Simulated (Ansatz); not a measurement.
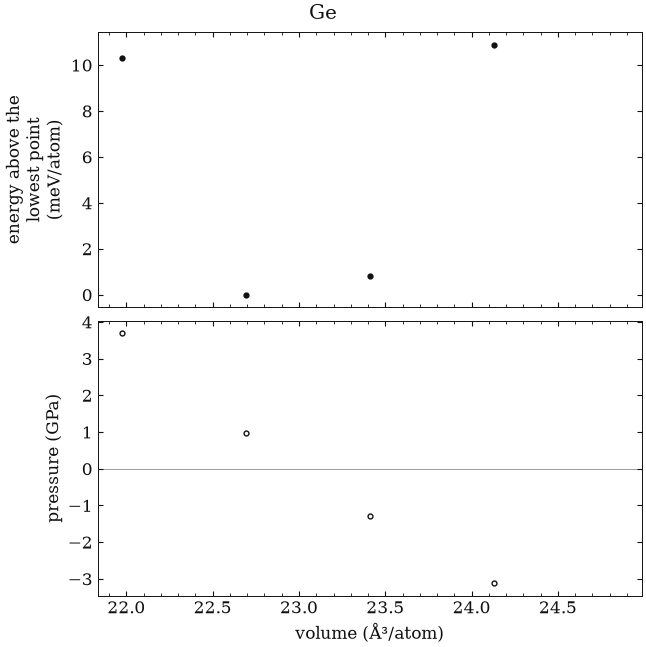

Plotted: energy above the lowest point and pressure against volume for Ge, space group Fd-3m (No. 227) (one of a set of cubic test structures, which need not be the stable phase).

Calculation (Ansatz 0.2.0 development build): equation of state of a cubic crystal from periodic Kohn-Sham density functional theory without spin; pressure corrected for the finite basis. Level: HSE06.

structure type diamond; atoms in cell 2; space group number 227; lattice centring face-centred primitive; k mesh 4×4×4; occupation method Fermi–Dirac; occupation width 0.05 eV; wave cutoff 700 eV; datasets hard PAW; density tolerance 0 eV; bands 18; density cutoff ratio 4; search for lower states default; exchange singularity regularized.

The point at volume 24.84 Å³/atom is left out of the plot. What does the calculation give there?

```json
{"volume (Å³/atom)": "24.84", "energy above the lowest point (meV/atom)": "26.9", "pressure (GPa)": "-3.882"}
```

Limits of the calculation: coarse k-mesh, values are not converged in k; pseudopotentials made with PBE, not this functional.
